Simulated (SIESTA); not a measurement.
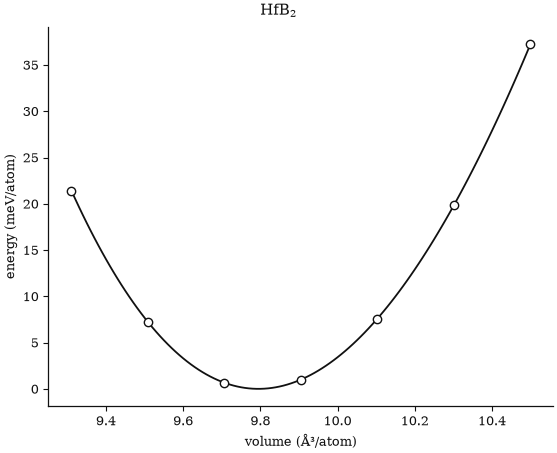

The plot gives the computed energy against volume for HfB₂, space group P6/mmm (No. 191).

Starting cell:
```
Hf B
1.0
     3.14000    0.00000    0.00000
    -1.57000    2.71932    0.00000
     0.00000    0.00000    3.48000
Hf B
1 2
Direct
  0.00000 0.00000 0.00000
  0.66667 0.33333 0.50000
  0.33333 0.66667 0.50000
```

How it was computed, with SIESTA 5.4.2: DFT in numerical atomic orbitals with pseudopotentials, no spin polarisation; energies at scaled volumes of the given cell, shape and fractions fixed, counted from the fit's minimum, third-order Birch-Murnaghan fit. Level: PBEsol.

| setting | value |
| --- | --- |
| k mesh | 10×10×8 |
| occupations | Fermi–Dirac |
| smearing width | 0.05 eV |
| potentials | PseudoDojo 0.4 standard, converted to PSML, two zetas on semicore shells |
| program settings | basis DZP, mesh cutoff 800 Ry |

> Give the fitted equation-of-state parameters.

A third-order Birch–Murnaghan fit gives V0 = 9.79 Å³/atom, B0 = 264 GPa and B′ = 3.9.

Limits of the calculation: mulliken charges of long orbitals; short basis over semicore shells; shape and atomic fractions are frozen while scaling, which makes layered, chain and framework solids too stiff.
